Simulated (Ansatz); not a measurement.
Consider LiH.

The calculation's input:

```
crystal:
  lattice:
    - [0.0, 2.0426910332, 2.0426910332]
    - [2.0426910332, 0.0, 2.0426910332]
    - [2.0426910332, 2.0426910332, 0.0]
  atoms:
    - { symbol: Li, position: [0.0, 0.0, 0.0] }
    - { symbol: H, position: [0.5, 0.5, 0.5] }
basis:
  ecutwfc: 420
kpoints:
  mp_grid: { grid: [10, 10, 10] }
hamiltonian:
  xc: pbe
scf:
  occupations: { method: gaussian, width: 0.02 }
output:
  forces: true
  stress: true
  eigenvalues: true
  write_density: true
  write_potential: true
  elf: true
  volumetric_format: npy
```

Command:

```sh
ansatz run input.yaml --threads 1 --pin off --max-ram 2560MiB --backend cpu --events-out ev --progress --plain --runs-dir out
```

Below, planes, directions and counts refer to the conventional cell (a = 4.09 Å, b = 4.09 Å, c = 4.09 Å, α = 90.00°, β = 90.00°, γ = 90.00°).

Space group Fm-3m; changed on purpose from its base cell (volume × 1.06).

Theory: DFT PBE, scalar-relativistic, plane waves, PAW in Ansatz.

Q: What can the converged valence pseudo-density and electron localisation function tell about the bonding?

A: Li–H (2.04 Å): ρ is about 0.12 e/Å³ halfway; the ELF climbs to about 1 towards the hydrogen: a hydride-like H with a filled shell, bound largely ionically.

Q: Metal or insulator at this level of theory?

A: It is gapped, with a Kohn–Sham gap of 3.0 eV on the k-point mesh, an upper bound to the gap of this method.

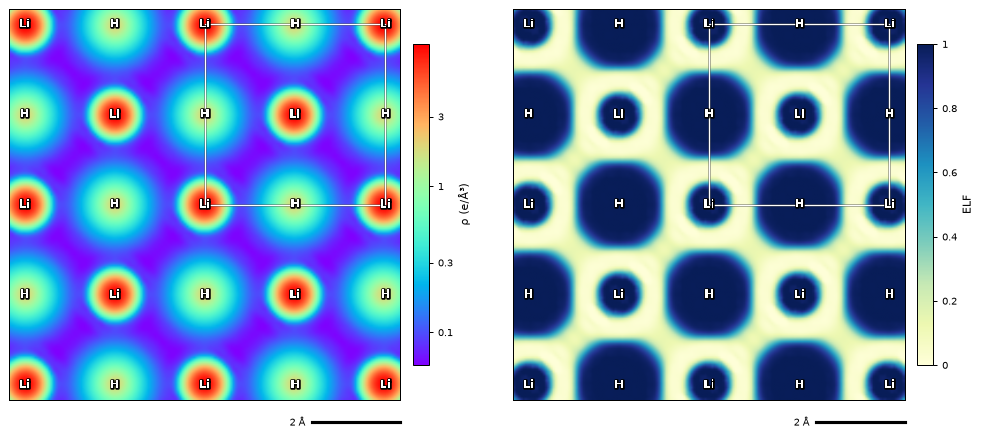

Computed valence pseudo-density and electron localisation function on the (001) plane of the conventional cell, in this order. 

In a PAW calculation such maps are meaningful between the atoms, not at the nuclei.
